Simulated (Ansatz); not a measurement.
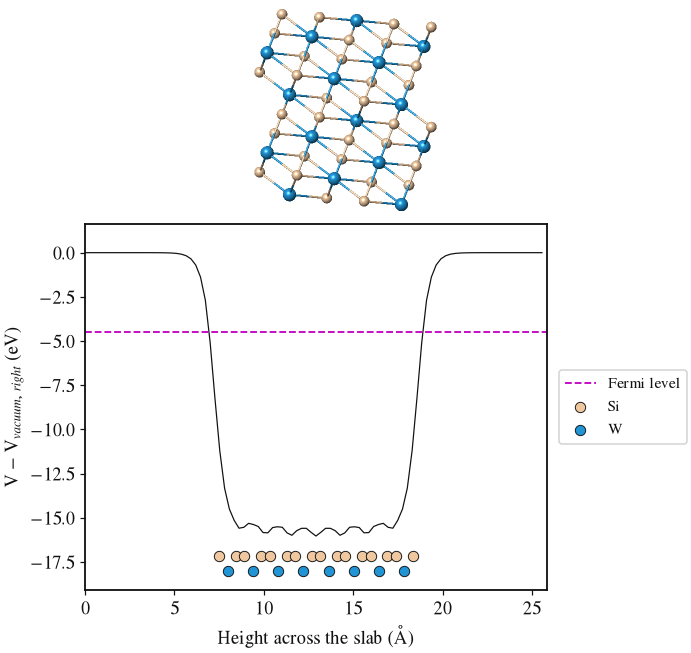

Plane-averaged electrostatic potential energy of an electron across the slab; circles at the bottom mark the heights of the atoms. The structure is drawn too.

The Ansatz input:

```
crystal:
  lattice:
    - [4.5148876166, 0.0, 0.0]
    - [1.0887547005, 6.3105966565, 0.0]
    - [0.0, 0.0, 25.8327722917]
  atoms:
    - { symbol: Si, position: [0.0992540973, 0.6139660417, 0.2903288859] }
    - { symbol: W, position: [0.6458514522, 0.4196506224, 0.3086356172] }
    - { symbol: Si, position: [0.192448807, 0.225335203, 0.3269423484] }
    - { symbol: Si, position: [0.7451055495, 0.0336166641, 0.3450044239] }
    - { symbol: W, position: [0.2917029043, 0.8393012447, 0.3633111551] }
    - { symbol: Si, position: [0.8383002592, 0.6449858254, 0.3816178864] }
    - { symbol: Si, position: [0.3909570017, 0.4532672864, 0.3996799618] }
    - { symbol: W, position: [0.9375543565, 0.2589518671, 0.4179866931] }
    - { symbol: Si, position: [0.4841517114, 0.0646364477, 0.4362934243] }
    - { symbol: Si, position: [0.0368084538, 0.8729179088, 0.4543554998] }
    - { symbol: W, position: [0.5834058087, 0.6786024894, 0.472662231] }
    - { symbol: Si, position: [0.1300031635, 0.4842870701, 0.4909689623] }
    - { symbol: Si, position: [0.682659906, 0.2925685311, 0.5090310377] }
    - { symbol: W, position: [0.2292572609, 0.0982531118, 0.527337769] }
    - { symbol: Si, position: [0.7758546157, 0.9039376924, 0.5456445002] }
    - { symbol: Si, position: [0.3285113582, 0.7122191535, 0.5637065757] }
    - { symbol: W, position: [0.875108713, 0.5179037342, 0.5820133069] }
    - { symbol: Si, position: [0.4217060679, 0.3235883148, 0.6003200382] }
    - { symbol: Si, position: [0.9743628104, 0.1318697759, 0.6183821136] }
    - { symbol: W, position: [0.5209601652, 0.9375543565, 0.6366888449] }
    - { symbol: Si, position: [0.06755752, 0.7432389372, 0.6549955761] }
    - { symbol: Si, position: [0.6202142625, 0.5515203982, 0.6730576516] }
    - { symbol: W, position: [0.1668116174, 0.3572049789, 0.6913643828] }
    - { symbol: Si, position: [0.7134089722, 0.1628895595, 0.7096711141] }
basis:
  ecutwfc: 500
kpoints:
  mp_grid: { grid: [8, 6, 1] }
hamiltonian:
  xc: r2scan
scf:
  occupations: { method: gaussian, width: 0.1 }
output:
  forces: true
  stress: true
  eigenvalues: true
  write_density: true
  write_potential: true
  elf: true
  volumetric_format: npy
efield:
  axis: 3
  dipole_correction: true
  ramp_width: 0.04
```

Command:
```bash
ansatz run input.yaml --threads 4 --pin off --max-ram 10240MiB --backend cpu --events-out ev --progress --plain --runs-dir out
```

Question: What is the work function?

Answer: The work function is 4.51 eV, the same on both faces. The two vacuum levels agree, so the slab has no net dipole along its normal.

Question: How thick are slab and vacuum?

Answer: The outermost atoms are 10.8 Å apart, which leaves 15.0 Å of vacuum in a cell 25.8 Å high.

The atoms aren't at rest in this cell (largest force 2.3 eV/Å), so the relaxed material can differ. Spin-orbit coupling is left out, which matters for W.
